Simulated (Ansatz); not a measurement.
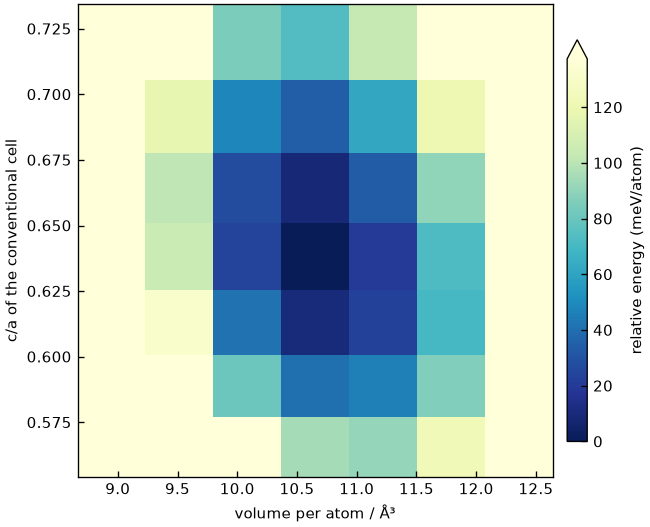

Energy landscape of TiO₂ (P4_2/mnm, No. 136; 6 atoms in the cell). The energy is mapped over volume and the cell's shape. Coordinates scanned: (1) volume per atom; (2) c/a of the conventional cell. Nothing is relaxed (fractional coordinates fixed). The scan uses a 7 × 7 grid. Points are written as (first, second). Energies are in meV/atom, from the lowest grid point. Theory: Ansatz, DFT PBE, scalar-relativistic, plane waves, PAW. Settings: cutoff 520 eV, k-mesh 8×8×10 in the order of the run's cell vectors, gaussian smearing 0.05 eV, no spin polarisation.

In the figure: one coloured cell a grid point, one colour for all values above the top of the scale. 

Question: Where are the wells?

Answer: The lowest grid point is at (10.65 Å³, 0.638). It is the only kind of minimum in the scanned range. The highest grid point, (8.95 Å³, 0.566), lies 455 meV/atom above the lowest. Round the minimum the valley is somewhat tilted: raising volume per atom shifts the best value of c/a of the conventional cell downwards (coupling k₁₂/√(k₁₁k₂₂) about 0.2). The gap on the k-mesh is 1.9 eV at the lowest point and runs from 1.4 to 2.4 eV over the map.

The values on the grid:

```csv
"c/a of the conventional cell ↓, volume per atom →",8.95,9.52,10.08,10.65,11.22,11.79,12.36
0.720,290,151,85,73,103,163,246
0.692,260,117,48,34,62,121,203
0.664,250,101,27,9,33,90,170
0.638,263,105,24,0,20,72,149
0.613,300,131,41,10,23,70,142
0.589,363,182,81,40,46,86,152
0.566,455,259,146,94,91,123,182
```

The whole map (49 points run) took 11 min on 2 threads of Arm Neoverse N1, on a shared host.

PAW datasets: the set soft_1.
